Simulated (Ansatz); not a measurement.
Single-point calculation, with input and output: BN

The run: single-point calculation of BN (F-43m, 8 atoms in the cell). Method and program: DFT PBE, scalar-relativistic, plane waves, PAW, no spin polarisation (Ansatz 0.2.0).

The structure derives from a Materials Project entry. It belongs to a series of runs on one base structure; here: the relaxed cell repeated 4 times. Figures and captions count atoms from 1; the log counts them from 0 in places.

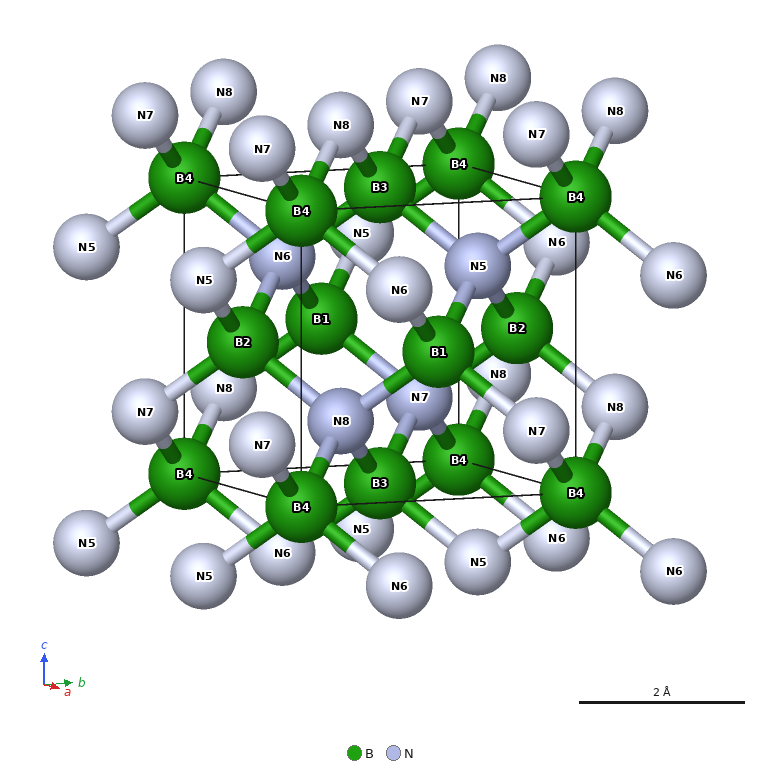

Fig. 1: The structure (ball-and-stick view of the cell of the calculation, seen slightly off an axis; neighbours outside the cell are drawn fainter; atoms are numbered from 1 in the order of the input). Near neighbours in the crystal (not all of them lie inside the picture): B has 4 N at 1.57 Å; N has 4 B at 1.57 Å.

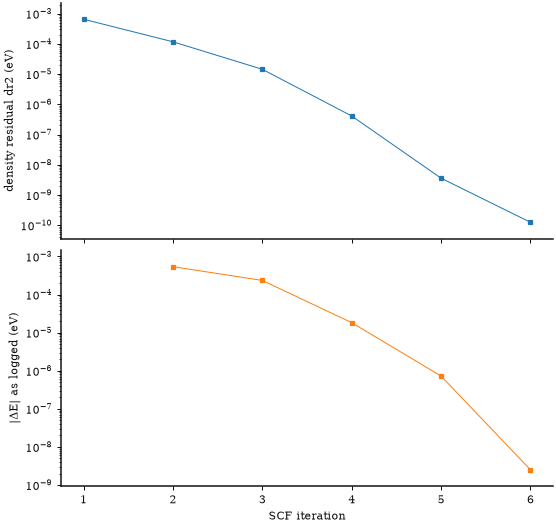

Fig. 2: Convergence of the self-consistent field: density residual dr2 and size of the energy change against the SCF iteration. The residual falls at every step.

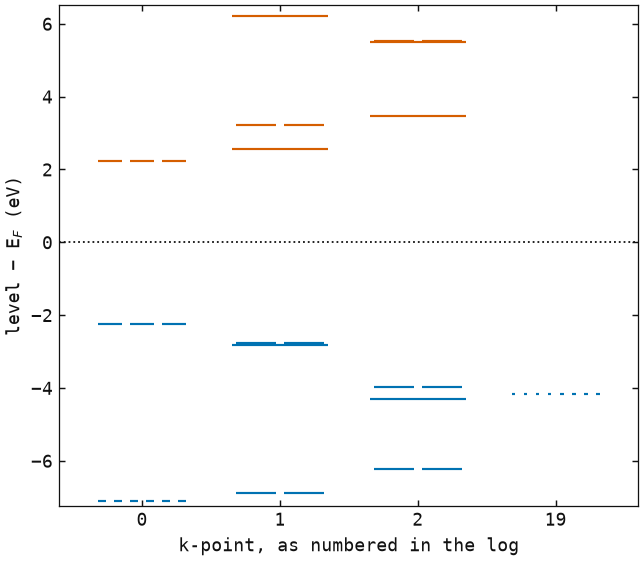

Fig. 3: Kohn–Sham levels near the Fermi level (dotted) at the few k-points that the log prints; levels within 0.02 eV of each other stand side by side. Among these points the highest filled and lowest empty levels are 4.46 eV apart, which is the gap on the mesh.

The input and output of the run follow.

The input:
```yaml
crystal:
  lattice:
    - [3.624697024, 0.0, 0.0]
    - [0.0, -3.624697024, 0.0]
    - [0.0, 0.0, -3.624697024]
  atoms:
    - { symbol: B, position: [0.0, 0.5, 0.5] }
    - { symbol: B, position: [0.5, 0.0, 0.5] }
    - { symbol: B, position: [0.5, 0.5, 0.0] }
    - { symbol: B, position: [0.0, 0.0, 0.0] }
    - { symbol: "N", position: [0.75, 0.75, 0.75] }
    - { symbol: "N", position: [0.25, 0.25, 0.75] }
    - { symbol: "N", position: [0.25, 0.75, 0.25] }
    - { symbol: "N", position: [0.75, 0.25, 0.25] }
basis:
  ecutwfc: 420
kpoints:
  mp_grid: { grid: [6, 6, 6] }
hamiltonian:
  xc: pbe
scf:
  occupations: { method: gaussian, width: 0.05 }
output:
  forces: true
  stress: true
  eigenvalues: true
```

Launched with:
```bash
ansatz run input.yaml --threads 1 --pin off --max-ram 2560MiB --backend cpu --events-out ev --progress --plain --runs-dir out
```

What the program printed:
```
Engine: ansatz 0.2.0, x86_64-unknown-linux-gnu
Pseudopotentials: kind: paw
Pseudopotential: B, paw, valence charge 3, recommended cutoff 420 eV (normal), B.paw.azcp
Pseudopotential: N, paw, valence charge 5, recommended cutoff 420 eV (normal), N.paw.azcp
Functional definition: PBE
  parameter kappa = 0.804
  parameter beta = 0.06672455060314922
  exchange = pbe_x(kappa = kappa, mu = beta*pi^2/3)
  correlation = pbe_c(beta = beta)
Crystal: 8 atoms, lattice volume = 47.623 Å³
Basis set: ecut = 420 eV, 925 PW (Γ), exchange–correlation on 50×50×50 points (8 copies of the dense FFT grid, shifted against one another)
Bands: 24, of which v1, the nominal top of the filled ones, is band 16 counted from 1 (15 counted from 0)
Symmetry: 96 space group operations
Space group: F-43m (ITA 216), of the structure as read, at distance tolerance 3.6e-5 Å
k-points: 20 of 216 (time reversal used)
Non-local potential: B, projectors of the file, l = 0: 2, l = 1: 2, l = 2: 1
Non-local potential: N, projectors of the file, l = 0: 2, l = 1: 2, l = 2: 1
PAW form: soft (Blöchl's): semilocal exchange-correlation on the pseudo side does not see the compensation charge
PAW one-centre angular grid: B, 110 points (default); XC on 64 Gauss nodes
PAW one-centre angular grid: N, 110 points (default); XC on 64 Gauss nodes
Initial density: superposition of atomic densities (neutral atoms: chi_scale 0, normalization atom), corrected by the library's trained network
Initial wavefunctions: pseudopotential atomic-orbital guess
Functional: x = pbe(κ = 0.804, μ = 0.2195149727645171), c = pbe(β = 0.06672455060314922)
SCF iter   1: F=—  HF=-2169.101993 eV  |F-HF|=—  |Δ(HF+E_count)|=         —  Δρ=1.59e-3  dr2=6.53e-4  ethr=1.77e-3  ⟨swp⟩=5.9  Hψ=2253  notcnv=0  defer=1
preconditioner: auto → Resta (q_TF=auto, 2.553 Å⁻¹)  ε∞=4.0  [insulator: Δε(μ)=4.467 eV  Ē_g=17.694 eV  σ=0.050 eV  W_gap=1.00  n_scr=18 (ndim 8)  ℏωp=30.4 eV  f_vac=0.000  D(μ)=0.00/eV (n_scr^D=0)  ε∞_Penn≈4.0]
SCF iter   2: F=—  HF=-2169.102533 eV  |F-HF|=—  |Δ(HF+E_count)|=   5.40e-4  Δρ=8.37e-4  dr2=1.17e-4  ethr=2.04e-6  ⟨swp⟩=2.4  Hψ=1006  notcnv=0  defer=10
SCF iter   3: F=—  HF=-2169.102768 eV  |F-HF|=—  |Δ(HF+E_count)|=   2.35e-4  Δρ=2.35e-4  dr2=1.44e-5  ethr=3.65e-7  ⟨swp⟩=2.2  Hψ=712  notcnv=0
automatic band count: iteration 3 solves 22 bands in place of 24: the levels show a gap, and the empty bands left out lie too high to hold charge; the band table lists the bands solved (type scf.n_extra_bands for more)
SCF iter   4: F=—  HF=-2169.102787 eV  |F-HF|=—  |Δ(HF+E_count)|=   1.83e-5  Δρ=4.06e-5  dr2=4.11e-7  ethr=4.49e-8  ⟨swp⟩=2.1  Hψ=693  notcnv=0
iter 5 did not close the SCF: its close was put off for the readings that it lacked (scf_convergence_deferred on its scf_iter line)
SCF iter   5: F=-2169.102787 eV  HF=-2169.102787 eV  |F-HF|=1.62e-9  |Δ(HF+E_count)|=   7.25e-7  Δρ=4.01e-6  dr2=3.60e-9  ethr=1.28e-9  ⟨swp⟩=2.0  Hψ=726  notcnv=0
SCF iter   6: F=-2169.102787 eV  HF=-2169.102787 eV  |F-HF|=3.08e-10  |Δ(HF+E_count)|=   2.51e-9  Δρ=9.25e-7  dr2=1.25e-10  ethr=1.12e-11  ⟨swp⟩=4.5  Hψ=1592  notcnv=0
SCF 1 converged in 6 iterations: F = -2169.102787 eV  dr2 = 1.25e-10
  greatest PAW one-centre occupation: 0.786 electrons in one spin orbital (limit 2), on the N atom at site 7 (counted from 0), in its partial waves of l = 0
SCF converged after 6 iterations
Free energy (F): -2169.102787 eV
Harris-Foulkes:  -2169.102787 eV  (|F-HF|=3.08e-10)
Internal energy: -2169.102787 eV  (E = F + TS)
E sigma→0 (E₀):  -2169.102787 eV
Fermi energy:    13.282133 eV
--- Per-component energies (eV) ---
  E_band       = 102.935480
  E_kinetic    = 740.575414
  E_local      = -704.363256  (includes V_loc(G=0)·N_el)
  E_nonlocal   = 226.058467
  E_hartree    = 197.268092
  E_xc         = -373.321403
  E_vxc        = -464.310857  (∫ρ·V_xc dr)
  E_paw        = -825.617009  (= ΣΔE_a)
  E_vpaw       = -89.561023  (= ΣTr[D̂ρ^β])
  E_aug_tail   = 0.000411  (compensation charges beyond the density's cutoff)
  E_ewald      = -1429.703503
  E_smearing   = -0.000000  (= −TS)
  E_closure    = 0.000000  (closes the sum)
  Σ components = -2169.102787   (vs F -2169.102787, Δ=0.00e0)
--- Forces (eV/Å), atoms counted from 1 ---
  atom   1  B      0.00000000     0.00000000     0.00000000
  atom   2  B      0.00000000    -0.00000000    -0.00000000
  atom   3  B      0.00000000     0.00000000    -0.00000000
  atom   4  B      0.00000000     0.00000000    -0.00000000
  atom   5  N     -0.00000000    -0.00000000    -0.00000000
  atom   6  N     -0.00000000     0.00000000     0.00000000
  atom   7  N     -0.00000000     0.00000000     0.00000000
  atom   8  N     -0.00000000    -0.00000000    -0.00000000
  max |Σ_I F_I| component: 1.19e-15 eV/Å
--- Stress (GPa, compression-positive) ---
       -0.007407       0.000000      -0.000000
        0.000000      -0.007407      -0.000000
       -0.000000      -0.000000      -0.007407
  P = ⅓ Tr σ = -0.0074 GPa (-0.074 kbar)
--- Band table (eV; the first three rows and the last of 20) ---
  k-point 0: bands = ["-9.0900", "-3.5536", "-3.5536", "-3.5536", "2.1861", "2.1861", "2.1861", "6.1861", "6.1861", "6.1861", "6.1861", "6.1861", "6.1861", "11.0507", "11.0507", "11.0507", "15.5136", "15.5136", "15.5136", "19.8430", "19.8430", "19.8430"]
  k-point 1: bands = ["-8.8660", "-4.3121", "-3.4824", "-3.4824", "2.3731", "2.3731", "3.1077", "5.7363", "5.7363", "5.8013", "5.8013", "6.4069", "6.4069", "10.4585", "10.5093", "10.5093", "15.8514", "16.4963", "16.4963", "19.4951", "20.5045", "20.5713"]
  k-point 2: bands = ["-8.2043", "-5.7597", "-3.3308", "-3.3308", "2.9072", "2.9072", "4.9055", "4.9055", "4.9557", "4.9557", "5.0136", "7.0531", "7.0531", "8.9849", "9.3187", "9.3187", "16.7398", "18.7769", "18.7996", "18.7996", "21.3121", "22.3043"]
  k-point 19: bands = ["-4.9090", "-4.9090", "-4.9090", "-4.9090", "0.4341", "0.4341", "0.4341", "0.4341", "9.1252", "9.1252", "9.1252", "9.1252", "9.1252", "9.1252", "9.1252", "9.1252", "21.0838", "21.0838", "21.0838", "21.0838", "21.7265", "21.7265"]
```

Results in brief:

```tsv
quantity	value
outcome	converged
space group (tolerance 0.01 Å)	F-43m (216)
electrons treated	32
free energy	−2169.1028 eV
Fermi energy	13.282 eV
gap on the k-point mesh	4.46 eV
pressure	−0.01 GPa
largest force (length of the vector)	under 0.001 eV/Å
hardware	1 thread of Oxide Virtual Turin-like (Zen 5), 32 GiB of memory available, shared host
wall time	1.3 s
peak memory	0.35 GiB
```
